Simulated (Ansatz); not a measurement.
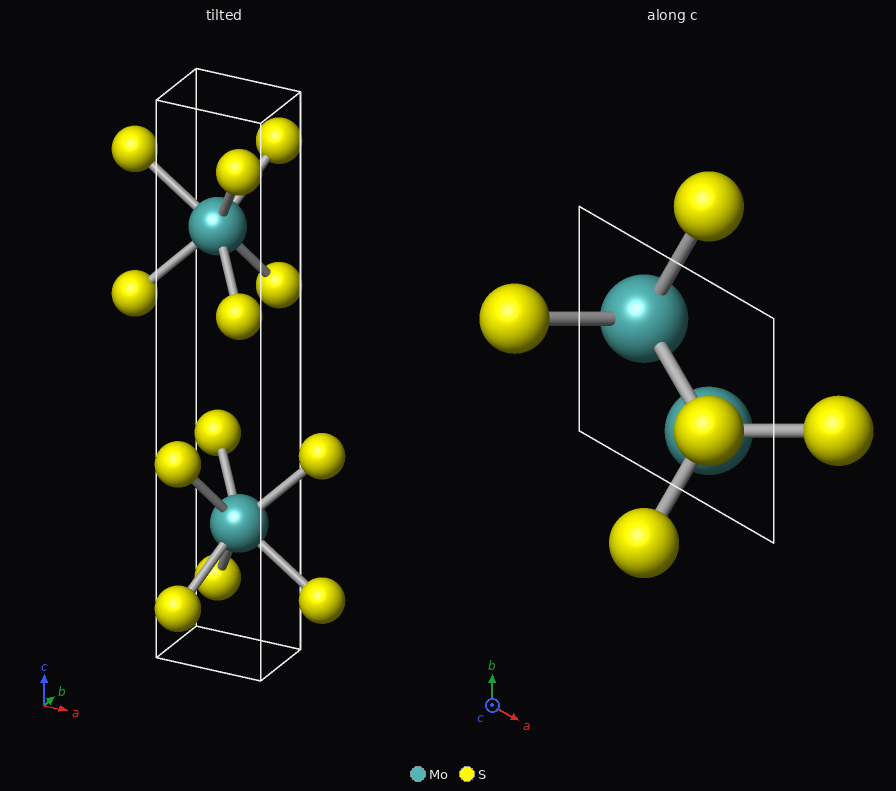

Ball-and-stick drawing of the structure, looking slightly off an axis and along the c axis. One unit cell is outlined, and atoms on its boundary appear in each equivalent place. Some neighbours outside the box are added. Cell: a = 3.15 Å, b = 3.15 Å, c = 12.09 Å, α = 90.00°, β = 90.00°, γ = 120.00°.

The starting point was a structure listed in the Materials Project. Earlier steps of the study may have refined or changed the cell and positions. It went into a calculation with Ansatz.

Notes on the structure:

Answer. The formula is MoS₂. Within 0.01 Å the space group is P6_3/mmc (No. 194), primitive hexagonal: 2H molybdenite (MoS₂) type. The cell comprises 2 formula units: 2 Mo, 4 S. Mo bonds to six S in a trigonal prismatic arrangement at about 2.4 Å. S bonds to three Mo in a trigonal pyramidal arrangement at about 2.4 Å. Not all metal-metal contacts are counted. The bonds build MoS2 layers parallel to (001).

The numbers come from Ansatz, DFT PBE+D3(BJ), scalar-relativistic, plane waves, PAW, using plane waves up to 420 eV, a 12×12×4 sampling of the Brillouin zone, Gaussian smearing of 0.02 eV, no spin polarisation.

Predict the gap.

Answer. A semiconductor at this level, with a gap of 0.79 eV, indirect.

How are the electrons shared out in a Bader analysis?

Answer. Mo +1.22 e; S -0.61 e.

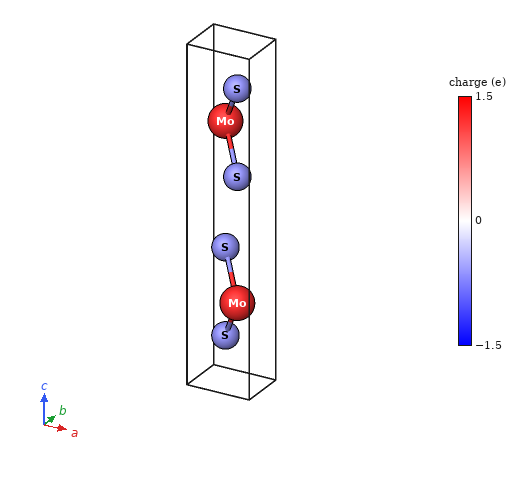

The atoms coloured by those charges. The run's cell of 6 atoms is drawn.

Has the structure come to rest?

Answer. Yes. All forces vanish to within 0.01 eV/Å. The pressure is 0.0 GPa, close to zero.
